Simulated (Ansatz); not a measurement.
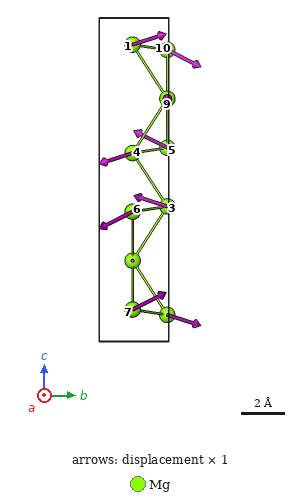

This is a relaxation of a crystal of Mg (built on the database_4 type). The starting structure is drawn; purple arrows show the displacements (the part carried along by the change of the cell is left out), at their true length.

The picture is a ball-and-stick view of the cell of the calculation, seen along the a axis.

Case: structure listed in a database for this formula (P2_1, No. 4).

All numbers below come from DFT PBEsol, scalar-relativistic, plane waves, PAW in Ansatz. Set-up: plane-wave cutoff 420 eV; k-point mesh 8 × 12 × 4; occupations gaussian; smearing width 0.1 eV; no spin polarisation; cell and atoms relaxed; force threshold 0.01 eV/Å; at most 80 steps.

### Describe the change and its energy.

Over 27 accepted moves (30 points after the start) the energy falls by 1.419 eV per cell of the calculation. The largest force component goes from 0.036 to 0.0034 eV/Å. The pressure goes from −0.08 to 0.00 GPa. The line search rejected the trial steps at points 3, 11 of the run. At 1 point the geometry stayed and the basis and grid were re-selected for the new cell (energy shift of 0.4 meV per cell of the calculation at most each time). The largest moves relative to the cell, 2.09 Å, are those of Mg atoms. The volume changes by −9.6 %, with a 5.127 → 4.445 Å (−13.3 %), b 3.242 → 3.217 Å (−0.8 %), c 15.104 → 15.864 Å (+5.0 %), β 90.1° → 90.0°. Among the contacts that change: Mg–Mg 5.829 → 3.170 Å, Mg–Mg 5.795 → 3.169 Å, Mg–Mg 5.604 → 3.174 Å, Mg–Mg 4.731 → 3.173 Å. The space group (tolerance 0.01 Å) goes from P2_1 (No. 4) to Immm (No. 71).
